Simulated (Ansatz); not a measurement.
**Run report: B24HN23, single-point calculation (part 2 of 2)**

The same run, continued: B24HN23 (defect cell, 48 atoms in the cell); DFT PBE, scalar-relativistic, plane waves, PAW, spin-polarised (Ansatz 0.2.0); cutoff 420 eV, 2×2×2 k-mesh, Gaussian smearing of 0.05 eV, collinear spins. The structure derives from an entry of the Crystallography Open Database.

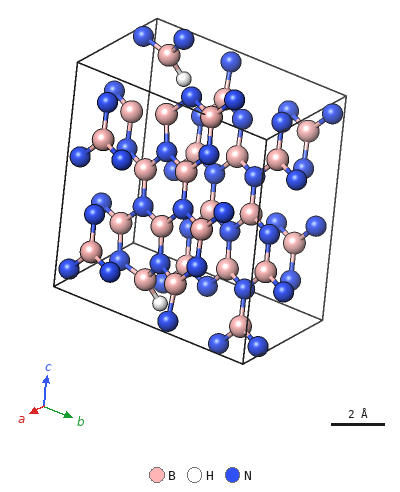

Fig. 1: The structure (ball-and-stick view of the cell of the calculation, seen slightly off an axis; bonded neighbours outside the cell are drawn too). An atom can appear more than once, as a periodic image.

### Output, continued
```
--- Forces (eV/Å), atoms counted from 1 ---
  atom   1  B     -0.00072531    -0.00510877    -0.00365640
  atom   2  B     -0.00100468     0.00046944     0.00513707
  atom   3  B     -0.00538785     0.00033378     0.00328904
  atom   4  B      0.00415525    -0.00183667    -0.01691316
  atom   5  B      0.00105267     0.00068261     0.00718311
  atom   6  B      0.00265907     0.00615209     0.00163915
  atom   7  B      0.00164053     0.00317474    -0.00463549
  atom   8  B      0.00235985    -0.00054437    -0.00201130
  atom   9  B     -0.00432478    -0.00110354    -0.00717184
  atom  10  B      0.00053342    -0.00016816     0.00124630
  atom  11  B      0.00497720    -0.00672415    -0.01864447
  atom  12  B      0.00063927     0.00083711    -0.01014468
  atom  13  B     -0.00341938    -0.01721967    -0.01202896
  atom  14  B      0.00145941    -0.00039482    -0.00671473
  atom  15  B     -0.02150964    -0.00257990     0.00742288
  atom  16  B      0.00352343    -0.00558636     0.00583580
  atom  17  B      0.00137861    -0.00431930    -0.00434823
  atom  18  B      0.00631172     0.00895982    -0.00559352
  atom  19  B      0.00227807     0.00764284     0.00211349
  atom  20  B     -0.00130255     0.00416176    -0.00485626
  atom  21  B      0.01123327    -0.00263805     0.00448993
  atom  22  B     -0.00369123    -0.00326046    -0.00934760
  atom  23  B      0.00115721     0.00183428     0.00453807
  atom  24  B     -0.00841848    -0.00318611     0.02331315
  atom  25  H     -0.00697148    -0.00358650     0.00145880
  atom  26  N     -0.00147761     0.00322813    -0.00093764
  atom  27  N      0.00196700     0.00424073     0.00142743
  atom  28  N     -0.00284145    -0.00077808     0.00609796
  atom  29  N     -0.00252021    -0.00139887    -0.00102146
  atom  30  N      0.00318924     0.00289014    -0.00128521
  atom  31  N     -0.00283966    -0.00499284    -0.00135577
  atom  32  N      0.00112643    -0.00100483     0.00570719
  atom  33  N      0.00013214    -0.00164648     0.00103403
  atom  34  N      0.01373045    -0.00073692    -0.01109075
  atom  35  N      0.00189683     0.00722672     0.00131552
  atom  36  N      0.00064311     0.01013832    -0.00985442
  atom  37  N     -0.00093174     0.00269275     0.01019122
  atom  38  N      0.00057603     0.00022486    -0.00352852
  atom  39  N      0.00154049    -0.00016011     0.00322522
  atom  40  N      0.00446460     0.00648151     0.00387540
  atom  41  N      0.00093141    -0.00067481    -0.00269901
  atom  42  N     -0.00167683    -0.00058486     0.00599629
  atom  43  N     -0.00058980     0.00089221     0.00262204
  atom  44  N     -0.00164611    -0.00219393     0.00156597
  atom  45  N      0.00006215    -0.00085951     0.00661290
  atom  46  N     -0.00469681     0.00198723     0.00370819
  atom  47  N     -0.00087087    -0.00029339     0.01216236
  atom  48  N      0.00122754    -0.00066986     0.00463465
  max |Σ_I F_I| component: 3.72e-6 eV/Å
--- Band table (eV; the first three rows and the last of 16) ---
  k-point 0 ↑: bands = ["-13.1203", "-12.7850", "-11.6315", "-11.6048", "-11.5259", "-11.5239", "-11.5090", "-11.4989", "-11.4925", "-11.4838", "-11.4414", "-11.3992", "-11.2673", "-10.7123", "-9.9577", "-9.9199", "-9.9177", "-9.9069", "-9.8332", "-9.5477", "-9.3326", "-9.3310", "-9.2628", "-4.2467", "-4.2396", "-4.2371", "-4.2143", "-4.0258", "-4.0007", "-3.2936", "-3.2755", "-3.0880", "-2.8896", "-2.7169", "-2.4898", "-2.4655", "-2.3949", "-2.2534", "-1.5589", "-0.8727", "-0.8717", "-0.8517", "-0.8474", "-0.8400", "-0.8388", "-0.8214", "-0.8054", "-0.7912", "-0.4557", "-0.3618", "0.3199", "0.3890", "0.4721", "0.5333", "0.5374", "0.5395", "0.5824", "0.6322", "0.6568", "0.7187", "0.7469", "0.7485", "0.7532", "0.7603", "0.7695", "0.7861", "0.8085", "0.8665", "1.0005", "1.1398", "1.3296", "1.3738", "1.4232", "1.5052", "1.5554", "1.6337", "1.7540", "2.3820", "2.4991", "2.7311", "2.8347", "2.8649", "3.3316", "3.3571", "3.3717", "3.6861", "3.7255", "3.7962", "4.0543", "4.2716", "4.5428", "4.5467", "4.6416", "5.0094", "8.4967", "9.0052", "9.2446", "9.3692", "9.3877", "9.4112", "9.4296", "9.5892", "9.6966", "10.0203", "10.3166", "10.6049", "10.7381", "12.0450", "12.3567", "12.4631", "12.4891", "12.6138", "12.6631", "12.6782", "12.7535", "12.8244", "12.8709", "12.9970", "13.1443", "13.1922", "14.2340", "14.3629", "14.4813", "14.6336", "14.6459", "14.6875", "14.8294", "14.9984", "15.1587", "15.4071", "15.4819", "15.5396", "15.5809", "15.6406", "15.7689", "15.8656", "16.0560", "16.2492", "16.3154", "16.3669", "16.4385", "16.5843", "16.8583"]
  k-point 1 ↑: bands = ["-12.7711", "-12.6842", "-12.4828", "-12.2965", "-11.8773", "-11.8663", "-11.7993", "-11.6100", "-10.6296", "-10.5898", "-10.5852", "-10.5812", "-10.5721", "-10.5347", "-10.4630", "-10.2506", "-10.0906", "-10.0400", "-9.9310", "-9.8081", "-9.6869", "-9.6667", "-9.6270", "-3.9699", "-3.9304", "-3.9000", "-3.8040", "-3.5937", "-2.9856", "-2.9662", "-2.9601", "-2.9520", "-2.9492", "-2.9447", "-2.9280", "-2.9003", "-2.8932", "-2.5956", "-2.1664", "-1.4158", "-1.2187", "-1.2026", "-1.1498", "-1.0655", "-0.9910", "-0.9300", "-0.8297", "-0.8045", "-0.7125", "-0.4431", "-0.4311", "-0.1765", "-0.1195", "0.2629", "0.4646", "0.4698", "0.4718", "0.4812", "0.5075", "0.6658", "0.8330", "0.8849", "0.9718", "1.0313", "1.1545", "1.2146", "1.4787", "1.6810", "1.7258", "1.7278", "1.8117", "1.8638", "1.8712", "1.9016", "2.2217", "2.5130", "2.5683", "2.5868", "2.6443", "2.6796", "2.6862", "2.7326", "2.8334", "2.8827", "2.9137", "2.9290", "3.0225", "3.4576", "3.6770", "3.8862", "4.2222", "4.3527", "4.4565", "4.9560", "8.6359", "9.1958", "9.3393", "9.8421", "10.0061", "10.1560", "10.2424", "10.3638", "10.4375", "10.6652", "10.7483", "10.7815", "10.8662", "10.8806", "10.9143", "10.9533", "11.0473", "11.0885", "11.3315", "12.0563", "12.6936", "12.9347", "13.1297", "13.8057", "14.4928", "14.5993", "14.6873", "14.8134", "14.9320", "14.9490", "15.0118", "15.0934", "15.1329", "15.1608", "15.1696", "15.2540", "15.4025", "15.4128", "15.6140", "15.7534", "15.8186", "15.9643", "16.0104", "16.1473", "16.2656", "16.2822", "16.3621", "16.5174", "16.5472"]
  k-point 2 ↑: bands = ["-12.7034", "-12.6715", "-12.4692", "-12.4304", "-11.9680", "-11.8843", "-11.7861", "-11.3980", "-10.6721", "-10.6532", "-10.6061", "-10.5887", "-10.5276", "-10.5174", "-10.4418", "-10.3251", "-10.0968", "-10.0385", "-9.9952", "-9.7493", "-9.6836", "-9.6650", "-9.5653", "-3.9446", "-3.9315", "-3.8507", "-3.8120", "-3.6556", "-2.9832", "-2.9628", "-2.9587", "-2.9546", "-2.9458", "-2.9355", "-2.9323", "-2.9288", "-2.8839", "-2.7465", "-1.9495", "-1.3729", "-1.2768", "-1.2035", "-1.1900", "-1.0225", "-0.8842", "-0.8152", "-0.8048", "-0.7642", "-0.5873", "-0.4341", "-0.4190", "-0.3245", "-0.1189", "0.2539", "0.3666", "0.4507", "0.4714", "0.4729", "0.4756", "0.5024", "0.5910", "0.6627", "0.8059", "0.9121", "1.1596", "1.5013", "1.5669", "1.6941", "1.7313", "1.7375", "1.8026", "1.8737", "1.8769", "1.9314", "2.0241", "2.2544", "2.2839", "2.4455", "2.5743", "2.5814", "2.6273", "2.7751", "3.1190", "3.1373", "3.3026", "3.3410", "3.3786", "3.5650", "3.7714", "3.8788", "4.0189", "4.2269", "4.4858", "4.9872", "8.2681", "9.0356", "9.4384", "9.7972", "10.0259", "10.2181", "10.2650", "10.4355", "10.5126", "10.5369", "10.6646", "10.7426", "10.8295", "10.8965", "11.1158", "11.2134", "11.3905", "11.5226", "11.6428", "11.8856", "12.3034", "12.6517", "13.2196", "13.6486", "13.9402", "14.1031", "14.2250", "14.2656", "14.3974", "14.5550", "14.6176", "14.8921", "15.1726", "15.2579", "15.2979", "15.5271", "15.5752", "15.6449", "15.7144", "15.8352", "15.9810", "16.1231", "16.1745", "16.1862", "16.2661", "16.3120", "16.3327", "16.4008", "16.4650"]
  k-point 7 ↓: bands = ["-12.6547", "-12.6257", "-12.6111", "-12.3640", "-11.9687", "-11.9044", "-11.7006", "-11.5632", "-10.6955", "-10.6539", "-10.6339", "-10.5941", "-10.5071", "-10.4613", "-10.4111", "-10.2264", "-10.0445", "-10.0421", "-9.9794", "-9.8125", "-9.6762", "-9.6686", "-9.6392", "-3.9528", "-3.9227", "-3.9126", "-3.8281", "-3.5958", "-2.9955", "-2.9809", "-2.9666", "-2.9607", "-2.9454", "-2.9407", "-2.9231", "-2.8923", "-2.8660", "-2.5800", "-2.1475", "-1.3612", "-1.2126", "-1.2032", "-1.1650", "-1.0121", "-0.8245", "-0.8046", "-0.7503", "-0.4791", "-0.4165", "-0.3856", "-0.2248", "-0.1805", "-0.1271", "-0.0257", "0.0563", "0.0677", "0.2295", "0.2904", "0.4689", "0.4755", "0.4846", "0.4866", "0.6436", "0.9128", "1.2017", "1.5774", "1.7176", "1.7219", "1.7966", "1.8627", "1.8736", "1.8898", "1.9191", "1.9841", "2.0224", "2.0697", "2.1082", "2.2566", "2.5825", "2.5839", "2.6043", "2.7751", "3.4502", "3.4671", "3.5226", "3.5557", "3.6045", "3.6342", "3.6923", "3.9214", "4.0752", "4.1149", "4.1476", "4.8945", "8.7259", "9.2922", "9.4113", "9.4498", "9.5184", "10.1643", "10.2965", "10.3103", "10.3718", "10.4453", "10.5241", "10.5605", "10.7532", "10.9332", "11.3783", "11.5011", "11.6464", "11.8540", "12.0839", "12.2555", "12.6271", "12.8998", "13.0247", "13.2026", "13.3917", "13.6478", "13.7485", "13.8146", "13.8665", "13.9610", "14.1955", "15.0329", "15.1354", "15.2535", "15.3561", "15.4441", "15.5939", "15.6046", "15.8296", "16.0140", "16.0429", "16.2663", "16.3058", "16.3467", "16.4337", "16.4717", "16.5433", "16.5637", "16.5872"]
--- Löwdin populations: 48 sites ---
  site symbol       q [e]    m [muB]
     0      B      2.6032    -0.0000
     1      B      2.6097    -0.0000
     2      B      2.6023    -0.0000
     3      B      2.6058    -0.0000
     4      B      2.6044    -0.0000
     5      B      2.6055    -0.0000
     6      B      2.6046    -0.0000
     7      B      2.6070    -0.0000
     8      B      2.6056    -0.0000
     9      B      2.6028    -0.0000
    10      B      2.6030    -0.0000
    11      B      2.6031    -0.0000
    12      B      2.7579    -0.0000
    13      B      2.5992     0.0000
    14      B      2.7589    -0.0000
    15      B      2.6077     0.0000
    16      B      2.6008     0.0000
    17      B      2.5957     0.0000
    18      B      2.6026     0.0000
    19      B      2.6084     0.0000
    20      B      2.6024     0.0000
    21      B      2.5996     0.0000
    22      B      2.5975     0.0000
    23      B      2.7803    -0.0000
    24      H      0.9701    -0.0000
    25      N      5.3352    -0.0000
    26      N      5.3295     0.0000
    27      N      5.3262     0.0000
    28      N      5.3395    -0.0000
    29      N      5.3259     0.0000
    30      N      5.3400    -0.0000
    31      N      5.3352    -0.0000
    32      N      5.3390    -0.0000
    33      N      5.3302     0.0000
    34      N      5.3294     0.0000
    35      N      5.3303     0.0000
    36      N      5.3355     0.0000
    37      N      5.3373     0.0000
    38      N      5.3366     0.0000
    39      N      5.3376     0.0000
    40      N      5.3386     0.0000
    41      N      5.3378     0.0000
    42      N      5.3387     0.0000
    43      N      5.3379     0.0000
    44      N      5.3379     0.0000
    45      N      5.3378     0.0000
    46      N      5.3362     0.0000
    47      N      5.3372     0.0000
  spilling = 0.007194 (of n_electrons = 188.000000)
--- Bader charges: 48 sites ---
  site symbol  charge [e]  shift [e]    m [muB]
     0      B      2.2235     0.0005     0.0000
     1      B      2.2224     0.0005     0.0000
     2      B      2.2239     0.0005     0.0000
     3      B      2.2238     0.0005     0.0000
     4      B      2.2231     0.0005     0.0000
     5      B      2.2233     0.0005     0.0000
     6      B      2.2228     0.0005     0.0000
     7      B      2.2232     0.0005     0.0000
     8      B      2.2228     0.0005     0.0000
     9      B      2.2232     0.0005     0.0000
    10      B      2.2240     0.0005     0.0000
    11      B      2.2234     0.0005     0.0000
    12      B      1.4933     0.0005     0.0000
    13      B      2.2177     0.0005     0.0000
    14      B      1.4908     0.0005     0.0000
    15      B      2.2209     0.0005     0.0000
    16      B      2.2014     0.0005     0.0000
    17      B      2.2326     0.0005     0.0000
    18      B      2.2172     0.0005     0.0000
    19      B      2.2205     0.0005     0.0000
    20      B      2.2173     0.0005     0.0000
    21      B      2.2175     0.0005     0.0000
    22      B      2.2034     0.0005     0.0000
    23      B      2.0772     0.0005     0.0000
    24      H     -0.6457     0.0002     0.0000
    25      N     -2.2175     0.0005     0.0000
    26      N     -2.1848     0.0005     0.0000
    27      N     -2.2318     0.0006     0.0000
    28      N     -2.2131     0.0005     0.0000
    29      N     -2.2313     0.0006     0.0000
    30      N     -2.2276     0.0005     0.0000
    31      N     -2.2167     0.0005     0.0000
    32      N     -2.2134     0.0005     0.0000
    33      N     -2.2251     0.0006     0.0000
    34      N     -2.1855     0.0005     0.0000
    35      N     -2.2250     0.0006     0.0000
    36      N     -2.2228     0.0005     0.0000
    37      N     -2.2213     0.0005     0.0000
    38      N     -2.2242     0.0005     0.0000
    39      N     -2.2219     0.0005     0.0000
    40      N     -2.2244     0.0005     0.0000
    41      N     -2.2230     0.0005     0.0000
    42      N     -2.2234     0.0005     0.0000
    43      N     -2.2238     0.0005     0.0000
    44      N     -2.2220     0.0005     0.0000
    45      N     -2.2236     0.0005     0.0000
    46      N     -2.2197     0.0005     0.0000
    47      N     -2.2214     0.0005     0.0000
  estimated error of the sums over rays = 4.9e-4 e
```

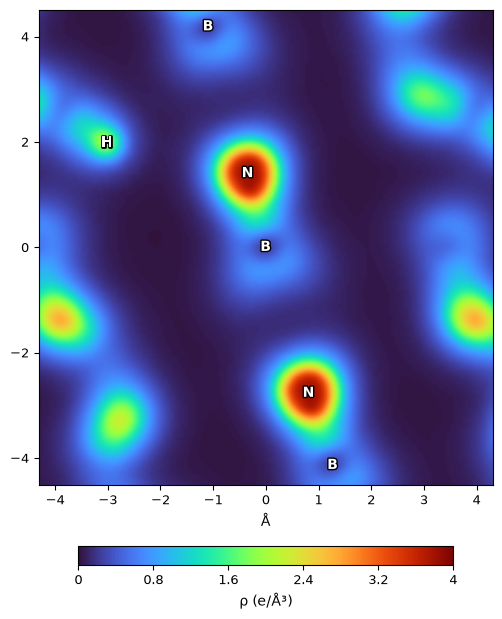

Fig. 2: Valence pseudo-density on the (100) plane of the calculation cell. B–N (1.44 Å): the density is about 1.8 e/Å³ at the midpoint. B–N (1.44 Å): ρ at the midpoint is about 1.8 e/Å³. Away from the nuclei the density in this plane falls to 0.01 e/Å³ at its lowest. In a PAW calculation such maps are meaningful between the atoms, not at the nuclei.

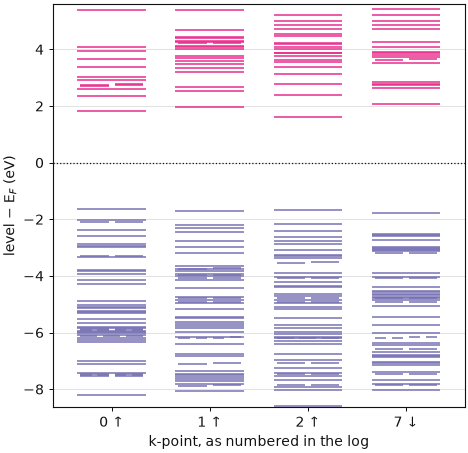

Fig. 3: Kohn–Sham levels near the Fermi level (dotted) at the few k-points that the log prints; levels within 0.02 eV of each other stand side by side. Among these points the highest filled and lowest empty levels are 3.26 eV apart; the gap on the full mesh, 3.23 eV, has an edge at a point that isn't printed.

### Summary

- outcome: converged
- electrons treated: 188
- free energy: −12643.1783 eV
- Fermi energy: 6.654 eV
- gap on the k-point mesh: 3.23 eV
- net moment of the cell: 0.00 μB
- integrated absolute moment: 0.00 μB
- largest force (length of the vector): 0.025 eV/Å
- hardware: 4 threads of Arm Neoverse V2, 24 GiB of memory available, shared host
- wall time: 2.4 min (CPU time 9.7 min)
- peak memory: 1.9 GiB

The program warns: some starting moments were not kept.
